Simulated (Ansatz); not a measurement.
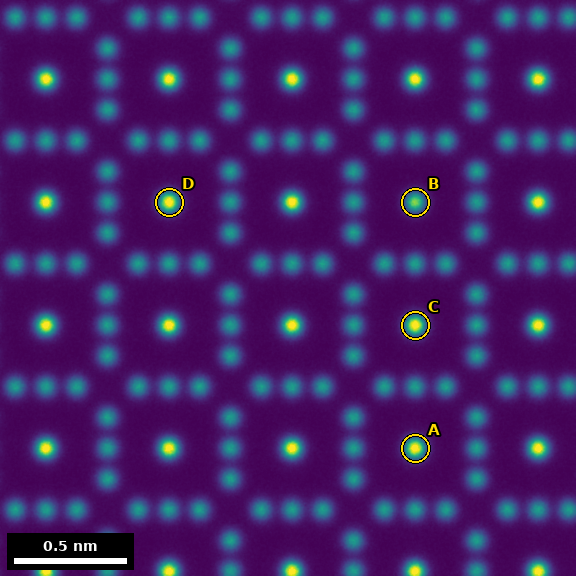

Dark-field STEM-like image of Ge (Pm-3n, No. 223) along [001]. Simulated incoherent Z contrast: every atom adds Z^1.7 spread by a probe of 0.71 Å full width; channelling and multiple scattering are left out. The probe carries 25 % of its weight in a tail 2.5 times as wide. Shot noise was added.

The sample is 2 repeats (10.9 Å) thick. One point defect was put into the perfect crystal, without relaxing the atoms around it. Brightness is counted from the darkest point of the image. Host structure: the end point of a relaxation with DFT, RPBE, plane waves (420 eV) with PAW, scalar-relativistic in Ansatz 0.2.0; the starting structure was generated, so it need not be a known form of this composition.

### Which ringed column holds the defect, and does it scatter more or less than its equals?

B; it scatters less. The column holds 4 atoms (Ge) through the sample, and one Ge atom is missing, so its peak drops to about 75 % of that of its equals.
